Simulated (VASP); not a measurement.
Geometry relaxation, with input and output: C (part 2 of 2)

C (Fd-3m, 2 atoms in the cell); Kohn-Sham DFT of a periodic cell, PBE, VASP PAW PBE potentials, recommended, no spin polarisation (VASP 6.6.1); cutoff 520 eV, 10×10×10 k-mesh, Gaussian smearing of 0.02 eV. The structure derives from an entry of the Crystallography Open Database.

Geometry of the input (Å; fractional positions):
```
0.0000  1.7834  1.7834
1.7834  0.0000  1.7834
1.7834  1.7834  0.0000
C  0.0000  0.0000  0.0000
C  0.2500  0.2500  0.2500
```

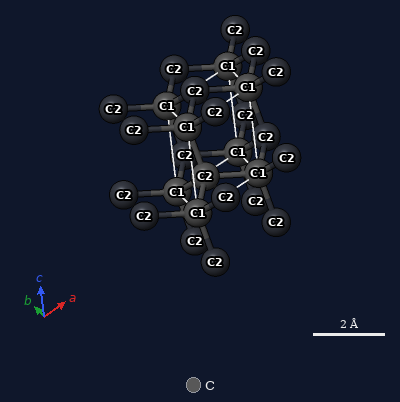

The geometry at step 1 of the log (ball-and-stick view of the cell of the calculation, seen slightly off an axis; neighbours outside the cell are drawn fainter; atoms are numbered from 1 in the order of the input).

Parts of OUTCAR, continued
```
   IVDW    =     0    specifies the selected vdW correction
   LEPSILON=     F    determine dielectric tensor
   LRPA    =     F    only Hartree local field effects (RPA)
 conjugate gradient relaxation of ions
 non-spin polarized calculation
 Gauss-broadening in eV      SIGMA  =   0.02
  energy-cutoff  :      520.00
  volume of cell :       11.34
 maximum number of plane-waves:       322
   NGX =  9   NGY =  9   NGZ =  9

--------------------------------------- Ionic step        1  -------------------------------------------

 number of electron       7.9999999 magnetization

 Free energy of the ion-electron system (eV)
  ---------------------------------------------------
  ext. energy  EPLUGINS =         0.00000000
  ---------------------------------------------------
  free energy    TOTEN  =       -18.18516310 eV

  energy without entropy =      -18.18516310  energy(sigma->0) =      -18.18516310

------------------------ aborting loop because EDIFF is reached ----------------------------------------

  FORCE on cell =-STRESS in cart. coord.  units (eV):
  Direction    XX          YY          ZZ          XY          YZ          ZX
  --------------------------------------------------------------------------------------
  -------------------------------------------------------------------------------------
  Total        0.1742513      0.1742513      0.1742513      0.0000000      0.0000000     -0.0000000
  in kB       24.6111724     24.6111724     24.6111724      0.0000000      0.0000000     -0.0000000
  external PRESSURE =      24.6111724 kB  Pullay stress =       0.0000000 kB

 VOLUME and BASIS-vectors are now :
 -----------------------------------------------------------------------------
  energy-cutoff  :      520.00
  volume of cell :       11.34
      direct lattice vectors                 reciprocal lattice vectors
     0.000000000  1.783370000  1.783370000    -0.280368067  0.280368067  0.280368067
     1.783370000  0.000000000  1.783370000     0.280368067 -0.280368067  0.280368067
     1.783370000  1.783370000  0.000000000     0.280368067  0.280368067 -0.280368067

 POSITION                                       TOTAL-FORCE (eV/Angst)
 -----------------------------------------------------------------------------------
      0.00000      0.00000      0.00000         0.000000      0.000000      0.000000
      0.89168      0.89168      0.89168        -0.000000     -0.000000     -0.000000
 -----------------------------------------------------------------------------------
    total drift:                                0.000000      0.000000      0.000000

  FREE ENERGIE OF THE ION-ELECTRON SYSTEM (eV)
  ---------------------------------------------------
  free  energy   TOTEN  =       -18.1851631046 eV

  energy  without entropy=      -18.1851631046  energy(sigma->0) =      -18.18516310

--------------------------------------- Ionic step        2  -------------------------------------------

 number of electron       8.0000000 magnetization

------------------------ aborting loop because EDIFF is reached ----------------------------------------

  FORCE on cell =-STRESS in cart. coord.  units (eV):
  Direction    XX          YY          ZZ          XY          YZ          ZX
  --------------------------------------------------------------------------------------
  -------------------------------------------------------------------------------------
  Total       -0.2125578     -0.2125578     -0.2125578     -0.0000000     -0.0000000     -0.0000000
  in kB      -29.6461602    -29.6461602    -29.6461602     -0.0000000     -0.0000000     -0.0000000
  external PRESSURE =     -29.6461602 kB  Pullay stress =       0.0000000 kB

 VOLUME and BASIS-vectors are now :
 -----------------------------------------------------------------------------
  energy-cutoff  :      520.00
  volume of cell :       11.49
      direct lattice vectors                 reciprocal lattice vectors
     0.000000000  1.790865813  1.790865813    -0.279194564  0.279194564  0.279194564
     1.790865813 -0.000000000  1.790865813     0.279194564 -0.279194564  0.279194564
     1.790865813  1.790865813 -0.000000000     0.279194564  0.279194564 -0.279194564

 POSITION                                       TOTAL-FORCE (eV/Angst)
 -----------------------------------------------------------------------------------
      0.00000      0.00000      0.00000        -0.000000     -0.000000     -0.000000
      0.89543      0.89543      0.89543         0.000000      0.000000      0.000000
 -----------------------------------------------------------------------------------
    total drift:                                0.000000      0.000000      0.000000

  FREE ENERGIE OF THE ION-ELECTRON SYSTEM (eV)
  ---------------------------------------------------
  free  energy   TOTEN  =       -18.1849080065 eV

  energy  without entropy=      -18.1849080065  energy(sigma->0) =      -18.18490801

--------------------------------------- Ionic step        3  -------------------------------------------

 number of electron       7.9999999 magnetization

 Free energy of the ion-electron system (eV)
  ---------------------------------------------------
  ext. energy  EPLUGINS =         0.00000000
  ---------------------------------------------------
  free energy    TOTEN  =       -18.18565074 eV

  energy without entropy =      -18.18565074  energy(sigma->0) =      -18.18565074

 E-fermi :   9.8281     XC(G=0): -13.2226     alpha+bet :-17.5712

 val. band max:        9.6489907124   @ k =   0.0000   0.0000   0.0000
 cond. band min:      13.8061905492   @ k =   0.4000   0.4000   0.0000
 fundamental gap:      4.1571998368
 Fermi energy:         9.8281164882

 k-point     1 :       0.0000    0.0000    0.0000
  band No.  band energies     occupation
      1     -11.7530      2.00000
      2       9.6490      2.00000
      3       9.6490      2.00000
      4       9.6490      2.00000
      5      15.2233      0.00000
      6      15.2233      0.00000
      7      15.2233      0.00000
      8      22.8524      0.00000

 k-point     2 :       0.1000    0.0000    0.0000
  band No.  band energies     occupation
      1     -11.4771      2.00000
      2       7.9807      2.00000
      3       9.2052      2.00000
      4       9.2052      2.00000
      5      15.8064      0.00000
      6      15.8064      0.00000
      7      16.1582      0.00000
      8      23.0957      0.00000

 k-point     3 :       0.2000    0.0000    0.0000
  band No.  band energies     occupation
      1     -10.6549      2.00000
      2       4.7883      2.00000
      3       8.3339      2.00000
      4       8.3339      2.00000
      5      16.9313      0.00000
      6      16.9313      0.00000
      7      17.3470      0.00000
      8      23.7712      0.00000

 k-point     4 :       0.3000    0.0000    0.0000
  band No.  band energies     occupation
      1      -9.3065      2.00000
      2       1.4033      2.00000
      3       7.5470      2.00000
      4       7.5470      2.00000
      5      17.7523      0.00000
      6      17.7523      0.00000
      7      18.0195      0.00000
      8      24.5990      0.00000

 k-point     5 :       0.4000    0.0000    0.0000
  band No.  band energies     occupation
      1      -7.5051      2.00000
      2      -1.7139      2.00000
      3       7.0375      2.00000
      4       7.0375      2.00000
      5      18.0450      0.00000
      6      18.0450      0.00000
      7      18.3301      0.00000
      8      25.1485      0.00000

 [... the levels of 18 k-points are left out ...]

 k-point    24 :       0.4000    0.3000    0.0000
  band No.  band energies     occupation
      1      -7.1807      2.00000
      2       1.6146      2.00000
      3       3.6985      2.00000
      4       4.3216      2.00000
      5      14.4257      0.00000
      6      17.6451      0.00000
      7      23.6659      0.00000
      8      23.7170      0.00000

 [... further k-points ...]

------------------------ aborting loop because EDIFF is reached ----------------------------------------

  FORCE on cell =-STRESS in cart. coord.  units (eV):
  Direction    XX          YY          ZZ          XY          YZ          ZX
  --------------------------------------------------------------------------------------
  -------------------------------------------------------------------------------------
  Total        0.0007257      0.0007257      0.0007257     -0.0000000      0.0000000      0.0000000
  in kB        0.1019267      0.1019267      0.1019267     -0.0000000      0.0000000      0.0000000
  external PRESSURE =       0.1019267 kB  Pullay stress =       0.0000000 kB

 VOLUME and BASIS-vectors are now :
 -----------------------------------------------------------------------------
  energy-cutoff  :      520.00
  volume of cell :       11.41
      direct lattice vectors                 reciprocal lattice vectors
     0.000000000  1.786715788  1.786715788    -0.279843053  0.279843053  0.279843053
     1.786715788 -0.000000000  1.786715788     0.279843053 -0.279843053  0.279843053
     1.786715788  1.786715788 -0.000000000     0.279843053  0.279843053 -0.279843053

 POSITION                                       TOTAL-FORCE (eV/Angst)
 -----------------------------------------------------------------------------------
      0.00000      0.00000      0.00000        -0.000000     -0.000000     -0.000000
      0.89336      0.89336      0.89336         0.000000      0.000000      0.000000
 -----------------------------------------------------------------------------------
    total drift:                                0.000000      0.000000      0.000000

  FREE ENERGIE OF THE ION-ELECTRON SYSTEM (eV)
  ---------------------------------------------------
  free  energy   TOTEN  =       -18.1856507445 eV

  energy  without entropy=      -18.1856507445  energy(sigma->0) =      -18.18565074

 reached required accuracy - stopping structural energy minimisation
```

CONTCAR
```
C
   1.00000000000000
     0.0000000000000000    1.7867157876879918    1.7867157876879918
     1.7867157876879918   -0.0000000000000000    1.7867157876879918
     1.7867157876879918    1.7867157876879918   -0.0000000000000000
  C
     2
Direct
     0.0000000000000000    0.0000000000000000    0.0000000000000000
     0.2500000000000000    0.2500000000000000    0.2500000000000000

  0.00000000E+00  0.00000000E+00  0.00000000E+00
  0.00000000E+00  0.00000000E+00  0.00000000E+00
```

Trajectory as extended XYZ (Å, eV, eV/Å), 3 frames, from step=0 to step=2
```
2
Lattice="0.0000 1.7834 1.7834 1.7834 0.0000 1.7834 1.7834 1.7834 0.0000" Properties=species:S:1:pos:R:3:forces:R:3 step=0 energy=-18.18516
C     0.0000    0.0000    0.0000    0.0000   0.0000   0.0000
C     0.8917    0.8917    0.8917    0.0000   0.0000   0.0000
2
Lattice="0.0000 1.7909 1.7909 1.7909 -0.0000 1.7909 1.7909 1.7909 -0.0000" Properties=species:S:1:pos:R:3:forces:R:3 step=1 energy=-18.18491
C     0.0000    0.0000    0.0000    0.0000   0.0000   0.0000
C     0.8954    0.8954    0.8954    0.0000   0.0000   0.0000
2
Lattice="0.0000 1.7867 1.7867 1.7867 -0.0000 1.7867 1.7867 1.7867 -0.0000" Properties=species:S:1:pos:R:3:forces:R:3 step=2 energy=-18.18565
C     0.0000    0.0000    0.0000    0.0000   0.0000   0.0000
C     0.8934    0.8934    0.8934    0.0000   0.0000   0.0000
```

Results in brief

```csv
quantity,value
outcome,converged
space group (tolerance 0.01 Å),Fd-3m (227)
electrons treated,8
free energy,−18.1857 eV
gap on the k-point mesh,4.16 eV
pressure,0.01 GPa
final volume,11.41 Å³
largest force (length of the vector) at the end,under 0.001 eV/Å
final cell,"a = 2.527 Å, b = 2.527 Å, c = 2.527 Å, α = 60.00°, β = 60.00°, γ = 60.00°"
hardware,"1 thread of Intel Xeon @ 2.90GHz (Ice Lake), 360 GiB of memory available, shared host"
wall time,12 s
peak memory,0.12 GiB
```
